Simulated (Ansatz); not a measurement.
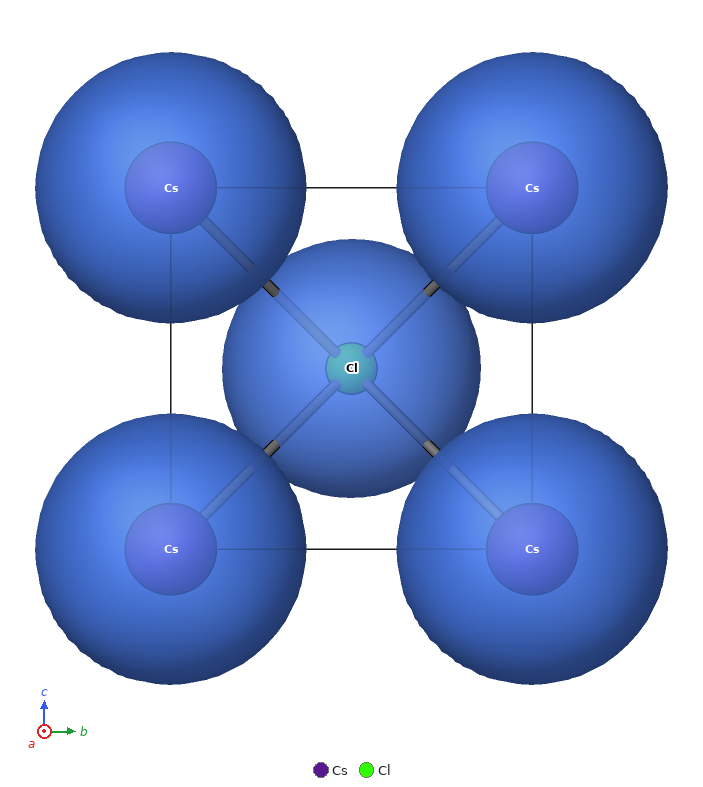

Figure. CsCl. Isosurface of the valence pseudo-density at 0.1 e/Å³ (blue), seen along the a axis. Sticks mark near contacts.

Space group Pm-3m.

Computed with DFT r2SCAN, scalar-relativistic, plane waves, PAW in Ansatz 0.2.0.

The density is the valence pseudo-density of a PAW calculation; it isn't the true density close to the nuclei.

What does this surface tell about the bonding?

Answer. At this value the density breaks into separate islands; it holds about 90 % of the electrons treated as valence (semicore included). It bridges none of the near contacts. It is pinched off along the sampled Cs–Cl (3.57 Å) contacts. On the grid the lowest density along these lines, outside the cores, is 0.07 e/Å³ (Cs–Cl, 3.57 Å).

Does the calculation give a band gap?

Answer. It is gapped, with a Kohn–Sham gap of 5.9 eV on the k-point mesh, an upper bound to the gap of this method.
